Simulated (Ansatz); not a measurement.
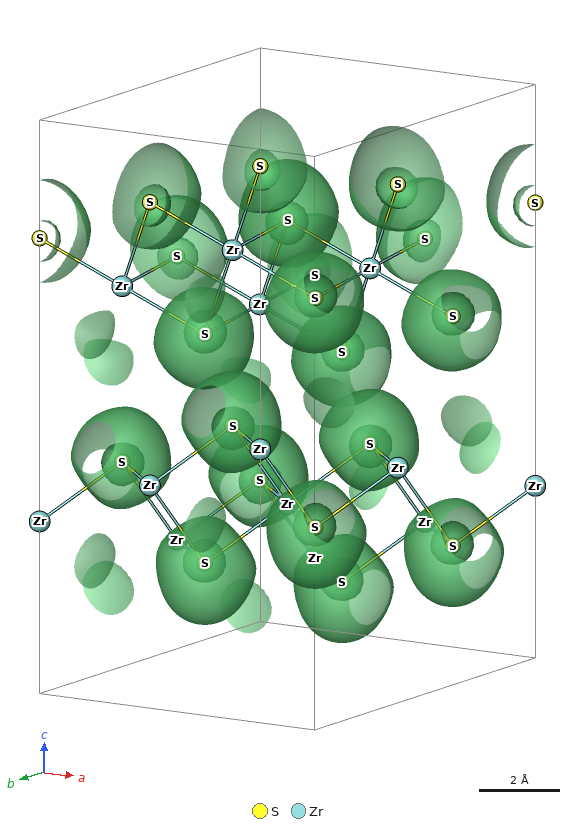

Figure 1: ZrS2 (slab). Isosurface of the electron localisation function at 0.7 (green), seen at an oblique angle. Core shells and regions of very low density are left out. Sticks mark near contacts.

Method: DFT PBE+D3(BJ), scalar-relativistic, plane waves, PAW (Ansatz).

**Identify the bonds, lone pairs and shells in this picture.**

At this value the surface marks out four regions wrapped around S (the valence shell of each), counted in one cell of 6 atoms. Counts are for one cell; the picture repeats the cell along the surface. Along the contacts the grid gives the following. Zr–S (2.56 Å): the ELF peaks at about 0.85 in the valence shell of S, 0.8 Å from its nucleus, and is about 0.40 at the midpoint.
